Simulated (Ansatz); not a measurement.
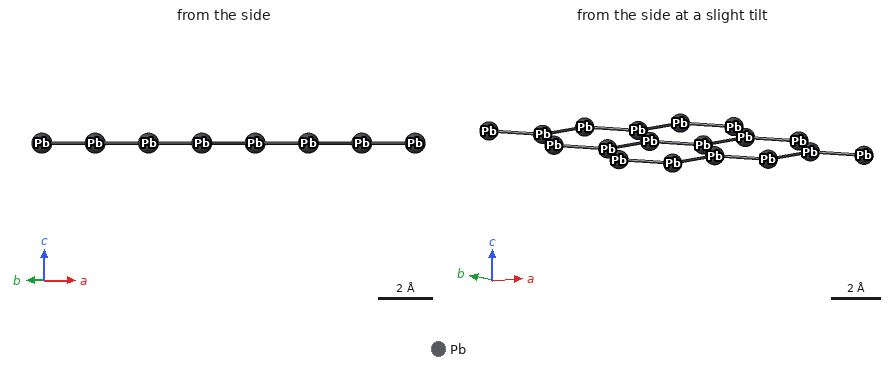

A ball-and-stick picture of a periodic sheet, seen from the side and from the side at a slight tilt. The surface normal points up in side views; the vacuum is left out. 3×3 cells are drawn in the plane, with atoms at the edges repeated.

The cell holds 2 Pb.

### What is its extent along the surface normal?

About 0.0 Å from the lowest to the highest atom.

### How are the atoms bonded?

Pb is coordinated by three Pb in a trigonal planar arrangement at about 2.3 Å. The bonds build Pb layers parallel to the surface.

It derives from a structure listed in the Materials Project, with elements exchanged, so it need not be a known form of the compound. The cell was then strained or its atoms displaced on purpose. It was the input of a calculation with Ansatz.

At this level of theory the run's own cell isn't at rest (compressed, at 20 GPa), so its distances can differ from those at equilibrium, the more so the softer the solid.
